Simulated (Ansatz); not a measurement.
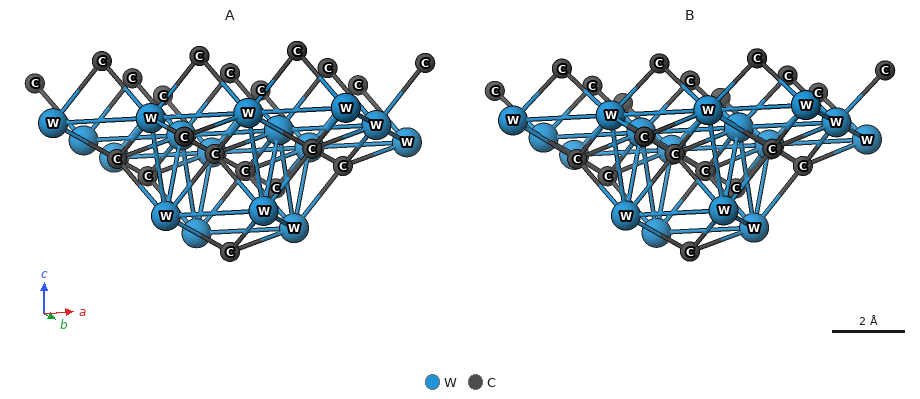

Two geometries of a slab of composition WC (cut from the P-6m2 phase), drawn at one scale. One is the start of a relaxation, the other its converged end. A ball-and-stick model of the atoms within 5.8 Å of the atom that moves most (axes of the 2 × 3 repeat of the cell, outlined in the plane, without the vacuum), seen from a free direction.

Theory: DFT PBE, scalar-relativistic, plane waves, PAW in Ansatz 0.2.0. Settings: plane-wave cutoff 420 eV; k-point mesh 12 × 12 × 1; occupations gaussian; smearing width 0.1 eV; no spin polarisation; dipole correction; atoms relaxed in a fixed cell; force threshold 0.02 eV/Å; at most 60 steps.

**Which one is relaxed?**

Structure B is the relaxed one. Case: (1 0 0) slab, atoms relaxed. The slab is the (1 0 0) face of WC. After 3 accepted moves (5 points after the start) the energy has fallen by 0.520 eV per cell of the calculation. The largest force component goes from 2.8 to 0.017 eV/Å. The line search rejected the trial step at point 2 of the run. 1 step only repeated the SCF at the same geometry. A C atom moves most relative to the layer's centre: 0.21 Å along the normal (−c). Largest moves by element: C 0.21 Å, W 0.08 Å. The cell doesn't change. Among the contacts that change: C–W 2.207 → 1.994 Å, W–W 2.922 → 2.979 Å, C–W 2.207 → 2.238 Å, C–W 2.207 → 2.198 Å. Among the angles between lasting bonds that change: W–C–W 80.3° → 91.1°, W–C–W 135.1° → 131.4°. Cost: 8.4 min on 1 thread of Arm Neoverse V1, with other jobs on the host, peak memory 0.69 GiB.
